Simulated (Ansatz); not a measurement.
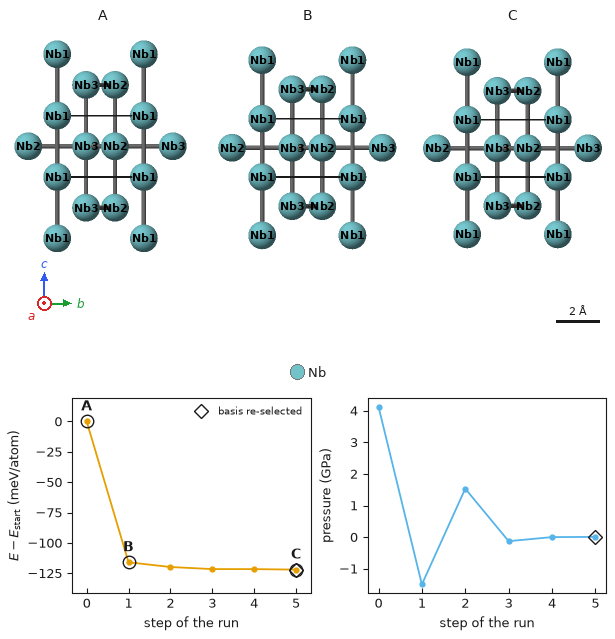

Frames of a relaxation of solid Nb (a generated structure, set up in P6/mmm), marked on the history of the run. The picture is a ball-and-stick view of the cell of the calculation, seen along the a axis.

Phase: omega (AlB2-type).

These are results of Ansatz 0.2.0, DFT, r2SCAN, plane waves (500 eV) with PAW, scalar-relativistic, not measurements.

Input file:
```yaml
crystal:
  lattice:
    - [4.665877109, 0.0, 0.0]
    - [-2.3329385545, 4.0407681073, 0.0]
    - [0.0, 0.0, 2.8601826678]
  atoms:
    - { symbol: Nb, position: [0.0, 0.0, 0.0] }
    - { symbol: Nb, position: [0.3333333333, 0.6666666667, 0.5] }
    - { symbol: Nb, position: [0.6666666667, 0.3333333333, 0.5] }
hamiltonian:
  xc: r2scan
  pseudopotentials:
    kind: paw
    azcp:
      Nb: "pseudopotentials/Nb.paw.azcp"
basis:
  ecutwfc: 500
  fft_grid_basis: typed
kpoints:
  mp_grid: { grid: [8, 8, 11], shift: [0, 0, 0] }
magnetization:
  spin_polarized: false
scf:
  occupations: { method: fermi_dirac, width: 0.1 }
relax:
  max_steps: 60
  f_tol: 0.01
  cell: {}
output:
  write_density: true
  write_potential: true
  elf: true
  volumetric_format: npy
```

Run as
```bash
ansatz run input.yaml --threads 1 --pin off --max-ram 3584MiB --backend cpu --events-out ev --progress --plain --runs-dir out
```

Describe the path.

The energy falls by 122 meV per atom in 4 accepted moves (5 points after the start). All forces vanish by symmetry, so only the cell relaxes. Pressure: 4.13 GPa at the start and 0.01 GPa at the end. The SCF was repeated once at an unchanged geometry on a basis and grid sized afresh for the cell, which shifted the energy by 0.4 meV per atom at most. The atoms keep their places relative to the cell (all moves are under 0.005 Å). The drawn cell changes as follows: a = b 4.666 → 4.878 Å (+4.5 %), c 2.860 → 2.676 Å (−6.5 %); the volume changes by +2.3 %. Near-neighbour distances that change, for instance: Nb1–Nb1 2.860 → 2.676 Å, Nb2–Nb3 2.694 → 2.816 Å, Nb1–Nb2 3.050 → 3.118 Å. The space group stays P6/mmm (No. 191). From step 0 to 1: volume +3.1 %, energy −116 meV per atom. From step 1 to 5: volume −0.8 %, energy −6.0 meV per atom.
